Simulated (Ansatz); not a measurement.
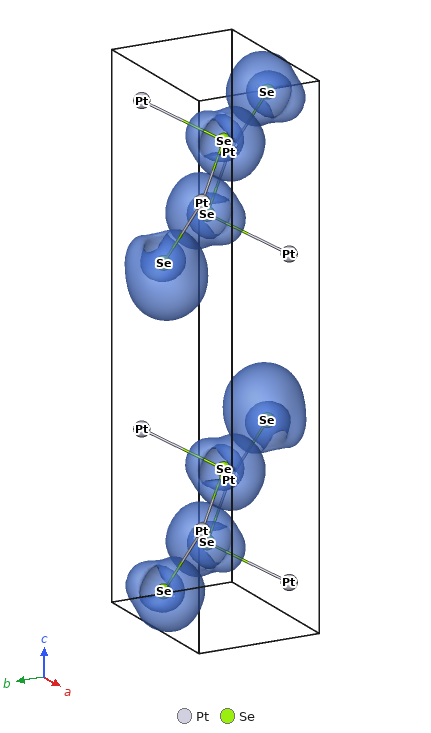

*PtSe2. Isosurface of the electron localisation function at 0.7 (blue), seen at an oblique angle. Only the valence region is drawn (cores and ρ < 0.01 e/Å³ removed). Sticks mark near contacts.*

Space group P2₁/m; not relaxed (largest force 0.9 eV/Å).

Level of theory: Ansatz 0.2.0, DFT PBEsol, scalar-relativistic, plane waves, PAW.

Core electrons are frozen (PAW), and the valence fields are smoothed inside the atomic spheres.

What do the ELF domains correspond to?

Answer. The ELF exceeds this value in eight regions wrapped around Se (the valence shell of each), counted in one cell of 12 atoms. Regions shared between cells count once.

Values along the shortest contacts:
Pt–Se (2.49 Å): the ELF is about 0.45 at the midpoint.
